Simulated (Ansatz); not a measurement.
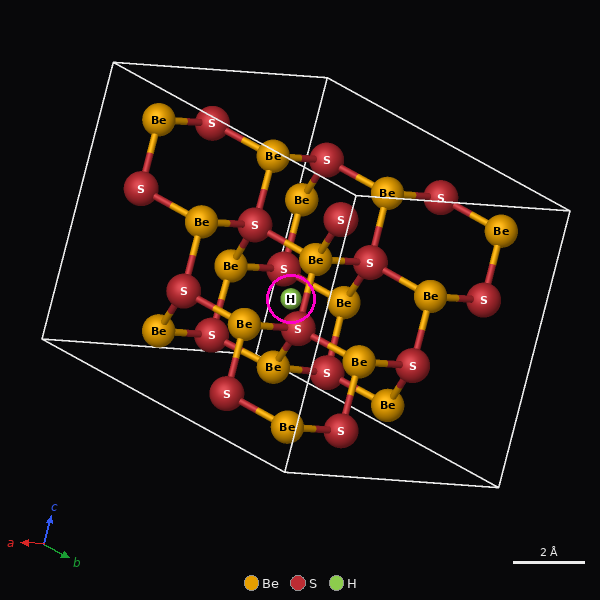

An orthographic ball-and-stick view of the structure, from a general direction. The wireframe shows the supercell. The host is BeS, in a cell of 32 sites, and the cell is neutral. A ring marks the defect's site.

> Name the defect and give its surroundings.

An interstitial hydrogen atom. It is bonded to no bonds drawn.

Computational set-up: Ansatz, DFT PBE, scalar-relativistic, plane waves, PAW, 420 eV cutoff, k-grid 2×2×2, Gaussian smearing of 0.01 eV, collinear spins.

> Does a spin moment come with the defect?

Yes, 1.0 μB in the cell.

The atoms were relaxed in the host's cell with DFT PBE, scalar-relativistic, plane waves, PAW in Ansatz.
